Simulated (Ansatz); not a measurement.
Cell and atoms:

```
Ti O
1.0
     5.84048    0.00000    0.00000
     0.00000    8.14316    0.00000
     0.00000    0.00000    3.01417
Ti O
6 8
Direct
  0.00000 0.00000 0.00000
  0.25000 0.75000 0.50000
  0.25000 0.25000 0.50000
  0.50000 0.50000 0.00000
  0.75000 0.25000 0.50000
  0.75000 0.75000 0.50000
  0.76523 0.00000 0.50000
  0.50000 0.24298 0.00000
  0.23477 0.00000 0.50000
  0.50000 0.75702 0.00000
  0.26523 0.50000 0.50000
  0.00000 0.74298 0.00000
  0.73477 0.50000 0.50000
  0.00000 0.25702 0.00000
```

Describe what this structure looks like.

This is Ti3O4. The atoms follow space group Cmmm (No. 65); the Bravais lattice is base-centred orthorhombic. Content of the cell: 6 Ti, 8 O (Z = 2). The numbers of neighbours within bonding distance are Ti 14 to 16 (mean 14.7) and O 4 to 5 (mean 4.5).

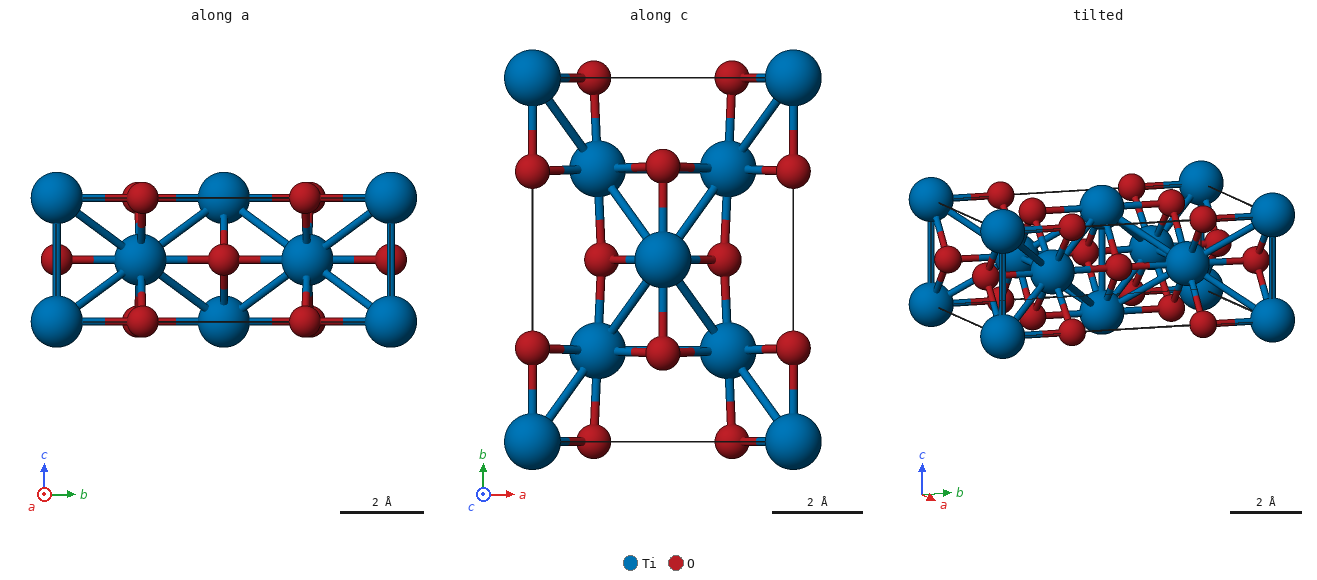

Crystal structure, ball-and-stick style, seen along the a axis, along the c axis and slightly off an axis. The edges of the conventional unit cell are marked. Colours: titanium blue, oxygen red.

It goes back to a structure listed in the Materials Project. The atoms were relaxed in a fixed cell with DFT PBEsol, scalar-relativistic, plane waves, PAW (Ansatz 0.2.0).

At this level of theory the run's own cell isn't at rest (stretched, at -5 GPa), so its distances can differ from those at equilibrium, the more so the softer the solid.
